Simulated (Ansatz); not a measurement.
**Run report: Ta2N, geometry relaxation (part 2 of 2)**

The same run, continued: Ta2N (9 atoms in the cell); DFT PBEsol, scalar-relativistic, plane waves, PAW, no spin polarisation (Ansatz 0.2.0); cutoff 420 eV, 12×12×8 k-mesh, Gaussian smearing of 0.1 eV. The structure derives from a Materials Project entry. It belongs to a series of runs on one base structure; here: volume × 0.97, shape and atoms relaxed.

Geometry of the input (Å; fractional positions):
```
5.2109  0.0000  0.0000
-2.6055  4.5128  0.0000
0.0000  0.0000  4.8630
Ta 0.6668  0.6668  0.7528
Ta 0.0000  0.3332  0.7528
Ta 0.3332  0.0000  0.7528
Ta 0.3332  0.3332  0.2472
Ta -0.0000  0.6668  0.2472
Ta 0.6668  0.0000  0.2472
N  0.6667  0.3333  0.5000
N  0.3333  0.6667  0.5000
N  0.0000  0.0000  0.0000
```

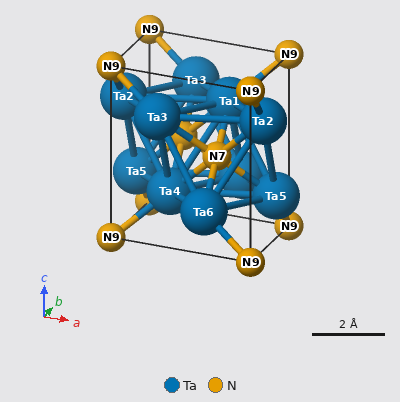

The geometry at step 3 of the log (ball-and-stick view of the cell of the calculation, seen slightly off an axis; atoms are numbered from 1 in the order of the input).

Output, continued:
```
--- Per-component energies (eV) ---
  E_band       = -419.074092
  E_kinetic    = 2613.969896
  E_local      = -3478.809680  (includes V_loc(G=0)·N_el)
  E_nonlocal   = 242.432966
  E_hartree    = 1210.869425
  E_xc         = -1490.431278
  E_vxc        = -1463.903889  (∫ρ·V_xc dr)
  E_paw        = -50006.832699  (= ΣΔE_a)
  E_vpaw       = -754.503424  (= ΣTr[D̂ρ^β])
  E_aug_tail   = 0.001282  (compensation charges beyond the density's cutoff)
  E_ewald      = -9076.387342
  E_core_change = 1.366175  (= ΣΔE_core)
  E_smearing   = -0.012868  (= −TS)
  E_closure    = -0.000000  (closes the sum)
  Σ components = -59983.834122   (vs F -59983.834122, Δ=0.00e0)
--- Forces (eV/Å), atoms counted from 1 ---
  atom   1  Ta     0.00026335     0.00045614     0.00126031
  atom   2  Ta     0.00026335    -0.00045614     0.00126031
  atom   3  Ta    -0.00052670     0.00000000     0.00126031
  atom   4  Ta    -0.00026335    -0.00045614    -0.00126031
  atom   5  Ta    -0.00026335     0.00045614    -0.00126031
  atom   6  Ta     0.00052670    -0.00000000    -0.00126031
  atom   7  N      0.00000000    -0.00000000    -0.00000000
  atom   8  N      0.00000000     0.00000000     0.00000000
  atom   9  N      0.00000000     0.00000000    -0.00000000
  max |Σ_I F_I| component: 1.86e-17 eV/Å
--- Stress (GPa, compression-positive) ---
        9.815195      -0.000000       0.000000
       -0.000000       9.815195      -0.000000
        0.000000      -0.000000       9.789086
  P = ⅓ Tr σ = 9.8065 GPa (98.065 kbar)
--- Band table (eV; the first three rows and the last of 131) ---
  k-point 0: bands = ["-47.4647", "-47.3710", "-47.3531", "-47.3531", "-47.3530", "-47.3530", "-14.9318", "-14.4880", "-14.2825", "-14.2825", "-14.2604", "-14.2604", "-14.2292", "-14.1141", "-14.0826", "-13.9685", "-13.9685", "-13.9432", "-13.9432", "-13.6477", "-13.6477", "-13.5264", "-13.5264", "-13.4783", "2.7047", "4.2444", "4.9729", "11.8795", "13.3362", "13.3362", "13.5731", "13.5731", "14.2838", "14.2838", "14.3824", "14.6118", "14.7194", "17.4515", "18.0126", "18.0126", "18.7028", "18.7028", "19.1307", "19.8693", "20.2578", "20.2578", "20.3726", "20.6298", "20.6298", "21.5121", "21.5121", "22.6121", "22.6121", "23.8500", "23.9981", "24.5411"]
  k-point 1: bands = ["-47.4612", "-47.3746", "-47.3536", "-47.3536", "-47.3525", "-47.3525", "-14.8959", "-14.4738", "-14.3891", "-14.3891", "-14.2111", "-14.1901", "-14.1901", "-14.1367", "-14.0981", "-14.0135", "-14.0135", "-13.8657", "-13.8657", "-13.6387", "-13.6387", "-13.5270", "-13.5270", "-13.5190", "2.7922", "4.2525", "4.8885", "11.9365", "12.8565", "12.8565", "13.9494", "13.9494", "14.2059", "14.3610", "14.3611", "14.3611", "15.2265", "17.5392", "18.0983", "18.0983", "18.6934", "18.6934", "19.0602", "19.7495", "20.0035", "20.0035", "20.3501", "20.8567", "20.8567", "21.7514", "21.7514", "22.5322", "22.5322", "23.4067", "24.0463", "24.4220"]
  k-point 2: bands = ["-47.4511", "-47.3847", "-47.3540", "-47.3540", "-47.3521", "-47.3521", "-14.7946", "-14.4924", "-14.4924", "-14.4335", "-14.2163", "-14.2163", "-14.2136", "-14.1475", "-14.1415", "-13.9679", "-13.9679", "-13.7940", "-13.7940", "-13.6292", "-13.6175", "-13.6175", "-13.5252", "-13.5252", "3.0395", "4.2721", "4.6486", "12.0934", "12.3727", "12.3727", "13.8140", "13.9607", "13.9607", "14.3101", "14.7740", "14.7740", "15.9255", "17.7744", "18.2722", "18.2722", "18.7251", "18.7251", "18.9069", "19.4288", "19.6656", "19.6656", "20.1304", "21.1931", "21.1931", "22.2572", "22.2572", "22.4936", "22.4936", "22.6113", "23.9624", "23.9624"]
  k-point 130: bands = ["-47.4000", "-47.4000", "-47.3992", "-47.3502", "-47.3495", "-47.3495", "-14.6314", "-14.6314", "-14.5505", "-14.3033", "-14.2072", "-14.2072", "-14.1795", "-14.1795", "-14.1528", "-13.9219", "-13.8456", "-13.8456", "-13.8029", "-13.8029", "-13.7000", "-13.5810", "-13.5273", "-13.5273", "3.9750", "3.9750", "4.0337", "12.0738", "12.3053", "12.3053", "13.8658", "13.8658", "14.4406", "14.6032", "14.8659", "14.8659", "16.4342", "16.7968", "16.7968", "17.2010", "17.7632", "17.7632", "18.8770", "18.8770", "19.2384", "20.8265", "20.8265", "21.5347", "22.5623", "23.0112", "23.0112", "23.4665", "23.4665", "23.5299", "24.3840", "24.3840"]
--- Relaxed structure (3 steps of the walk, 2 accepted, 1 SCFs on fresh bases) ---
  F+E_penalty+E_count = -59983.83412241 eV   max|allowed force component| = 1.260e-3 eV/Å   (the final SCF, on the basis selected at the relaxed cell)
  cell:  # Å, volume = 114.3568 Å³
    - [5.208888301800569, -2.885617157726507e-11, 6.518665294334813e-20]
    - [-2.6044441508752945, 4.5110295948493055, 4.1713837036104666e-31]
    - [6.08339924601733e-20, 3.5122521922760875e-20, 4.866773430232384]
  atoms:
    - { symbol: Ta, position: [0.6665139579623574, 0.6665139579623574, 0.7532025364992219] }
    - { symbol: Ta, position: [-1.1728751516400224e-20, 0.33348604203764254, 0.7532025364992219] }
    - { symbol: Ta, position: [0.3334860420376425, 7.681680156243961e-22, 0.7532025364992219] }
    - { symbol: Ta, position: [0.33348604203764254, 0.33348604203764254, 0.24679746350077805] }
    - { symbol: Ta, position: [-3.8430913121088114e-21, 0.6665139579623575, 0.24679746350077805] }
    - { symbol: Ta, position: [0.6665139579623575, 2.817439927903069e-21, 0.24679746350077805] }
    - { symbol: N, position: [0.6666666666666667, 0.3333333333333333, 0.49999999999999994] }
    - { symbol: N, position: [0.3333333333333333, 0.6666666666666666, 0.49999999999999994] }
    - { symbol: N, position: [-8.350861070360665e-21, 1.7928046568195968e-21, 0.0] }
```

Trajectory as extended XYZ (Å, eV, eV/Å), 4 frames, from step=1 to step=4:
```
9
Lattice="5.2109 0.0000 0.0000 -2.6055 4.5128 0.0000 0.0000 0.0000 4.8630" Properties=species:S:1:pos:R:3:forces:R:3 step=1 energy=-59983.83362 pressure_GPa=9.85
Ta    1.7373    3.0091    3.6608   -0.0092  -0.0159   0.0559
Ta   -0.8681    1.5036    3.6608   -0.0092   0.0159   0.0559
Ta    1.7363    0.0000    3.6608    0.0184   0.0000   0.0559
Ta    0.8681    1.5036    1.2022    0.0092   0.0159  -0.0559
Ta   -1.7373    3.0091    1.2022    0.0092  -0.0159  -0.0559
Ta    3.4747    0.0000    1.2022   -0.0184   0.0000  -0.0559
N     2.6055    1.5043    2.4315    0.0000   0.0000   0.0000
N     0.0000    3.0085    2.4315    0.0000   0.0000   0.0000
N     0.0000    0.0000    0.0000    0.0000   0.0000   0.0000
9
Lattice="5.2077 0.0000 0.0000 -2.6038 4.5100 0.0000 0.0000 0.0000 4.8691" Properties=species:S:1:pos:R:3:forces:R:3 step=2 energy=-59983.83280 pressure_GPa=9.74 accepted=F
Ta    1.7341    3.0036    3.6709    0.0194   0.0336  -0.0941
Ta   -0.8697    1.5064    3.6709    0.0194  -0.0336  -0.0941
Ta    1.7394    0.0000    3.6709   -0.0388   0.0000  -0.0941
Ta    0.8697    1.5064    1.1982   -0.0194  -0.0336   0.0941
Ta   -1.7341    3.0036    1.1982   -0.0194   0.0336   0.0941
Ta    3.4682    0.0000    1.1982    0.0388   0.0000   0.0941
N     2.6038    1.5033    2.4345    0.0000   0.0000   0.0000
N     0.0000    3.0066    2.4345    0.0000   0.0000   0.0000
N     0.0000    0.0000    0.0000    0.0000   0.0000   0.0000
9
Lattice="5.2089 0.0000 0.0000 -2.6044 4.5110 0.0000 0.0000 0.0000 4.8668" Properties=species:S:1:pos:R:3:forces:R:3 step=3 energy=-59983.83411 pressure_GPa=9.81
Ta    1.7359    3.0067    3.6657    0.0003   0.0005   0.0013
Ta   -0.8685    1.5044    3.6657    0.0003  -0.0005   0.0013
Ta    1.7371    0.0000    3.6657   -0.0005   0.0000   0.0013
Ta    0.8685    1.5044    1.2011   -0.0003  -0.0005  -0.0013
Ta   -1.7359    3.0067    1.2011   -0.0003   0.0005  -0.0013
Ta    3.4718    0.0000    1.2011    0.0005   0.0000  -0.0013
N     2.6044    1.5037    2.4334    0.0000   0.0000   0.0000
N     0.0000    3.0074    2.4334    0.0000   0.0000   0.0000
N     0.0000    0.0000    0.0000    0.0000   0.0000   0.0000
9
Lattice="5.2089 0.0000 0.0000 -2.6044 4.5110 0.0000 0.0000 0.0000 4.8668" Properties=species:S:1:pos:R:3:forces:R:3 step=4 energy=-59983.83412 pressure_GPa=9.81
Ta    1.7359    3.0067    3.6657    0.0003   0.0005   0.0013
Ta   -0.8685    1.5044    3.6657    0.0003  -0.0005   0.0013
Ta    1.7371    0.0000    3.6657   -0.0005   0.0000   0.0013
Ta    0.8685    1.5044    1.2011   -0.0003  -0.0005  -0.0013
Ta   -1.7359    3.0067    1.2011   -0.0003   0.0005  -0.0013
Ta    3.4718    0.0000    1.2011    0.0005   0.0000  -0.0013
N     2.6044    1.5037    2.4334    0.0000   0.0000   0.0000
N     0.0000    3.0074    2.4334    0.0000   0.0000   0.0000
N     0.0000    0.0000    0.0000    0.0000   0.0000   0.0000
```

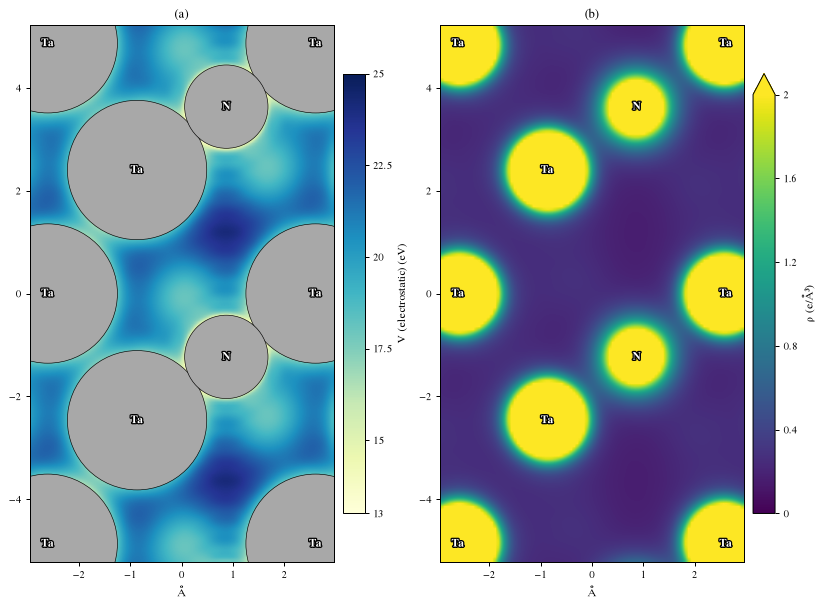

(a) electrostatic potential energy of an electron; (b) valence charge density (pseudo) on the (100) plane of the conventional cell. Grey discs, where drawn, cover atomic cores. The section cuts through Ta and N sites. Ta–N (2.13 Å): the density is about 0.66 e/Å³ at the midpoint. Ta–Ta (2.96 Å): ρ is about 0.27 e/Å³ halfway. Ta–Ta (3.02 Å): ρ at the midpoint is about 0.27 e/Å³. Away from the nuclei the density in this plane falls to 0.17 e/Å³ at its lowest. Outside the cores the potential energy rises away from the atoms and is highest about 2.1 Å from the nearest atoms; outside the discs it spans about 11 eV, and its zero is arbitrary. Core electrons are frozen (PAW), so the fields are smoothed inside the atomic spheres.

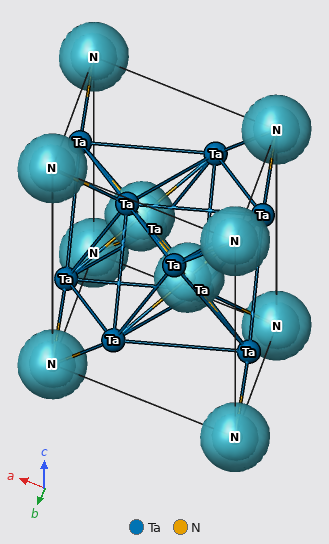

Isosurface of the electron localisation function at 0.75 (cyan), seen at an oblique angle. Core shells and regions of very low density are left out. Sticks mark near contacts. The outline is the cell set on symmetry axes. Profiles from the grid: Ta–N (2.11 Å): the ELF peaks at about 0.80 in the valence shell of N, 0.6 Å from its nucleus, and drops to about 0.20 between the two atoms (a polar contact without a shared pair, in a metal). Ta–Ta (2.96 Å): the ELF is about 0.40 at the midpoint (no localised pair between them).
